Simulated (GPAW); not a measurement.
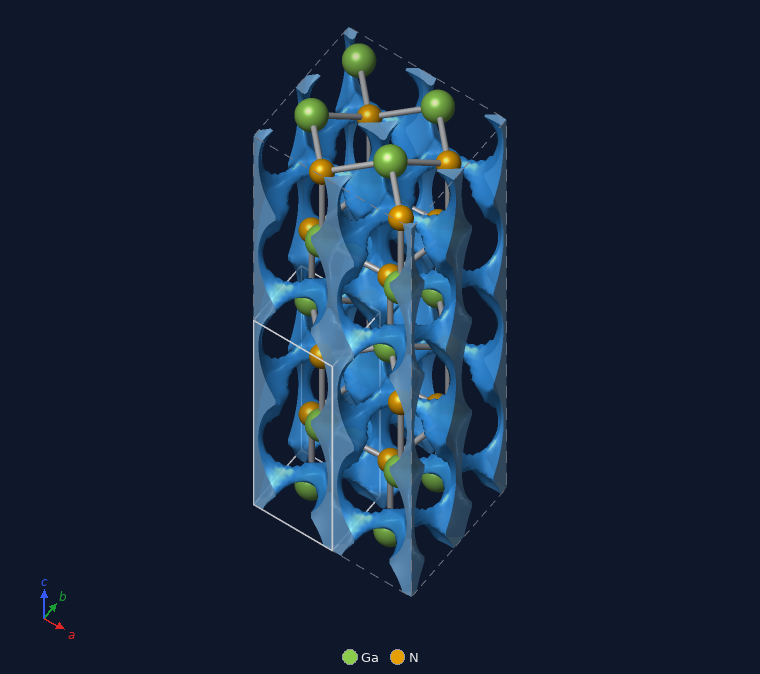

The blue surface encloses the points that the centre of a probe sphere of radius 0.35 Å can occupy in GaN (P6_3mc, No. 186), computed on a grid of about 0.13 Å (2×2×2 cells shown, view from a free direction; pale faces close the region where the box cuts it).

The atoms' radii are Shannon crystal radii (six-coordinate where tabulated): Ga 0.76 Å, N 1.32 Å.

Origin of the cell: an entry of the Crystallography Open Database, as set up for an electronic-structure calculation.

Space group P6_3mc (No. 186). a = 3.180 Å, b = 3.180 Å, c = 5.166 Å, α = 90.00°, β = 90.00°, γ = 120.00°
```
atom  site  symmetry       x       y       z
  Ga    2b       3m.  0.6667  0.3333  0.5000
   N    2b       3m.  0.6667  0.3333  0.8750
```

### Describe the connectivity of the accessible space.

Where they connect, they form a three-dimensional network.

### What share of the cell can the probe's centre reach?

About 12 % of the volume (5.5 Å³ of 45.2 Å³).

### Give the largest included and the largest free sphere.

The largest sphere that fits anywhere has a diameter of 1.85 Å; the largest that can travel through the crystal, about 1.0 Å.

### How does the connectivity change as the probe shrinks?

Below a radius of about 0.51 Å the space forms a three-dimensional network. These are grid estimates, good to about 0.05 Å.
